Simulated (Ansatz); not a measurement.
**TiAl2: density, localisation and related maps**

Input file:

```
crystal:
  lattice:
    - [-1.9676997194, 1.9676997194, 12.0534460229]
    - [1.9676997194, -1.9676997194, 12.0534460229]
    - [1.9676997194, 1.9676997194, -12.0534460229]
  atoms:
    - { symbol: Ti, position: [0.6720102533, 0.1720102533, 0.5] }
    - { symbol: Ti, position: [0.9220102533, 0.9220102533, 0.0] }
    - { symbol: Ti, position: [0.8279897467, 0.3279897467, 0.5] }
    - { symbol: Ti, position: [0.0779897467, 0.0779897467, 0.0] }
    - { symbol: Al, position: [0.4135357815, 0.4135357815, 0.0] }
    - { symbol: Al, position: [0.2501037194, 0.2501037194, 0.0] }
    - { symbol: Al, position: [0.7498962806, 0.7498962806, 0.0] }
    - { symbol: Al, position: [0.3364642185, 0.8364642185, 0.5] }
    - { symbol: Al, position: [0.1635357815, 0.6635357815, 0.5] }
    - { symbol: Al, position: [0.4998962806, 0.9998962806, 0.5] }
    - { symbol: Al, position: [0.0001037194, 0.5001037194, 0.5] }
    - { symbol: Al, position: [0.5864642185, 0.5864642185, 0.0] }
basis:
  ecutwfc: 420
kpoints:
  mp_grid: { grid: [12, 12, 12] }
hamiltonian:
  xc: pbesol
scf:
  occupations: { method: fermi_dirac, width: 0.15 }
output:
  forces: true
  stress: true
  eigenvalues: true
  write_density: true
  write_potential: true
  elf: true
  volumetric_format: npy
relax:
  adjacent_minimum: "off"
  f_tol: 0.001
  max_steps: 60
  cell: { stress_tol: 0.01 }
```

Command:

```sh
ansatz run input.yaml --threads 4 --pin off --max-ram 12288MiB --backend cpu --events-out ev --progress --plain --runs-dir out
```

Below, planes, directions and counts refer to the conventional cell (a = 3.94 Å, b = 3.94 Å, c = 24.14 Å, α = 90.00°, β = 90.00°, γ = 90.00°).

The fields are those of the run's last geometry, not of the input's.

Space group I4₁/amd; a structure from a database of computed crystals, not necessarily the ambient phase; computed without spin polarisation.

All numbers below come from Ansatz 0.2.0, DFT PBEsol, scalar-relativistic, plane waves, PAW.

Core electrons are frozen (PAW), and the valence fields are smoothed inside the atomic spheres.

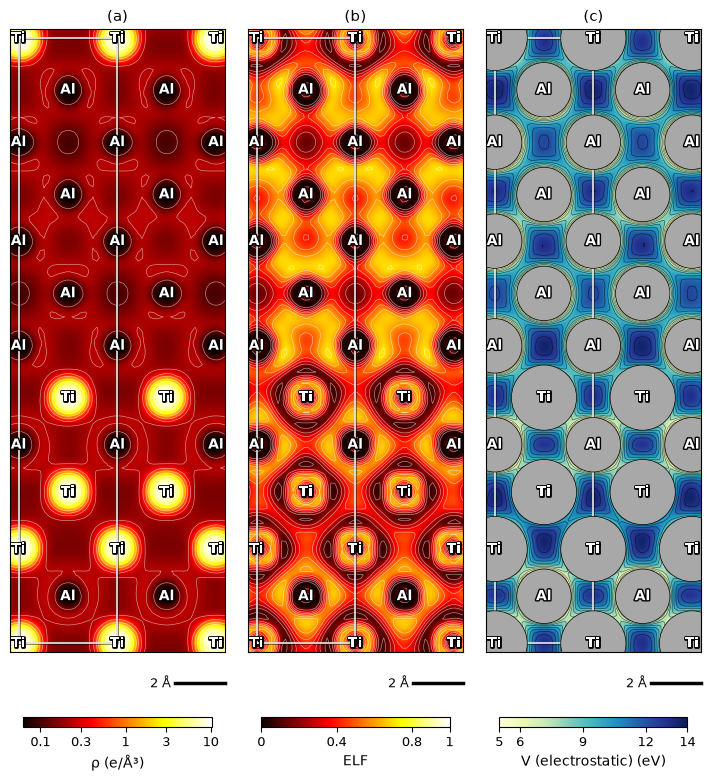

Figure 1. (a) valence pseudo-density; (b) ELF; (c) electrostatic potential energy of an electron on the (010) plane of the conventional cell. Grey discs cover the atomic cores in the potential map.

> Describe what can be read from this map.

- The section cuts through Ti and Al sites.
- Al–Al (2.71 Å): ρ at the midpoint is about 0.24 e/Å³; the ELF peaks at about 0.70 between the atoms.
- Ti–Al (2.72 Å): ρ is about 0.22 e/Å³ halfway; the ELF is about 0.30 at the midpoint.
- Ti–Ti (3.00 Å): ρ is about 0.19 e/Å³ halfway; the ELF is about 0.35 at the midpoint.
- Ti–Al (2.85 Å): ρ at the midpoint is about 0.21 e/Å³; the ELF is about 0.40 at the midpoint.
- Al–Al (2.87 Å): the density is about 0.22 e/Å³ at the midpoint; the ELF peaks at about 0.70 between the atoms.
- Between the atoms the lowest density in this plane is 0.1 e/Å³.
- The features right at Ti lie inside the PAW spheres, where the map follows smoothed inner orbitals and isn't to be read closely.
- Outside the cores the potential energy rises away from the atoms and is highest about 1.9 Å from the nearest atoms; its zero is arbitrary.

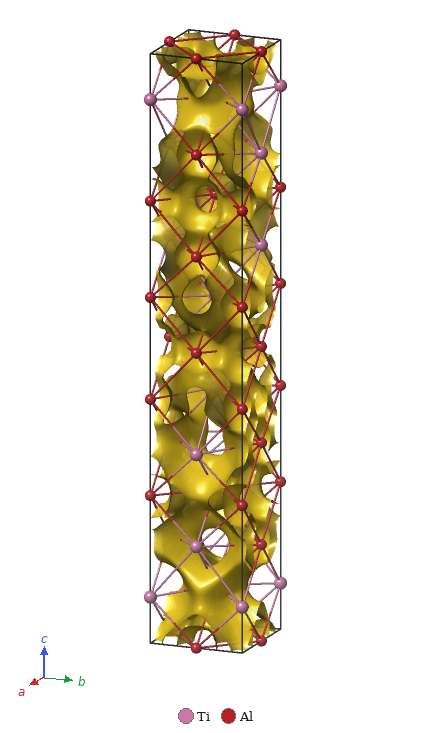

Figure 2. Isosurface of the ELF at 0.55 (yellow), seen slightly off an axis. Core shells and regions of very low density are left out. Sticks mark near contacts.

> Where are the electrons localised?

The ELF exceeds this value in one network that runs through the whole crystal, counted in one cell of 24 atoms. Any copies at cell faces, edges or corners count once.

> Does the calculation make it a metal, or give it a gap?

It is metallic or semimetallic at this level of theory: no gap opens.
